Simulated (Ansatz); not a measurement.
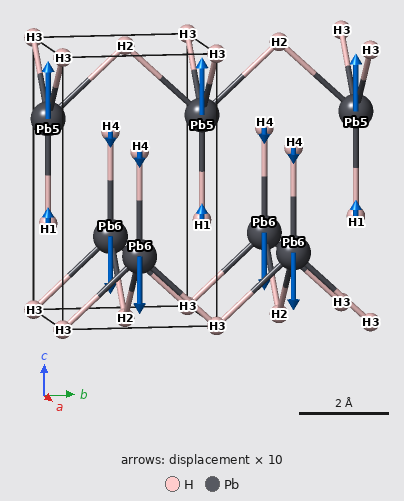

A relaxation of a crystal of H₂Pb (a generated structure, set up in P4/nmm) (coarse preliminary run). The starting structure is drawn; blue arrows show the displacements (the part carried along by the change of the cell is left out), magnified 10 times.

A ball-and-stick model of the cell of the calculation, repeated 1 × 2 × 1 with one cell outlined, seen slightly off an axis.

The calculation used DFT PBE, scalar-relativistic, plane waves, PAW (Ansatz 0.2.0). Set-up: plane-wave cutoff 420 eV; k-point mesh 6 × 6 × 4; occupations gaussian; smearing width 0.1 eV; no spin polarisation; cell and atoms relaxed; force threshold 0.04 eV/Å; at most 70 steps.

Question: Atoms of which element are displaced furthest, and by how much?

Answer: Lead: up to 0.13 Å, against 0.04 Å for hydrogen.

Question: What happened in the run?

Answer: The largest moves relative to the cell, 0.13 Å, are those of Pb5 and Pb6. Pb5 goes along +c. By element the largest moves are Pb 0.13 Å, H 0.04 Å. Cell: a = b 3.536 → 3.625 Å (+2.5 %), c 6.196 → 6.228 Å (+0.5 %). Volume +5.7 %. Near-neighbour distances that change, for instance: H1–Pb5 2.389 → 2.495 Å, H2–Pb5 2.399 → 2.351 Å. The space group stays P4/nmm (No. 129). After 3 accepted moves (4 points after the start) the energy has fallen by 0.139 eV per cell of the calculation. The largest force component goes from 0.76 to 0.027 eV/Å. The pressure goes from 1.50 to 0.35 GPa. The SCF was repeated once at an unchanged geometry on a basis and grid sized afresh for the cell, which shifted the energy by 3.2 meV per cell of the calculation at most.
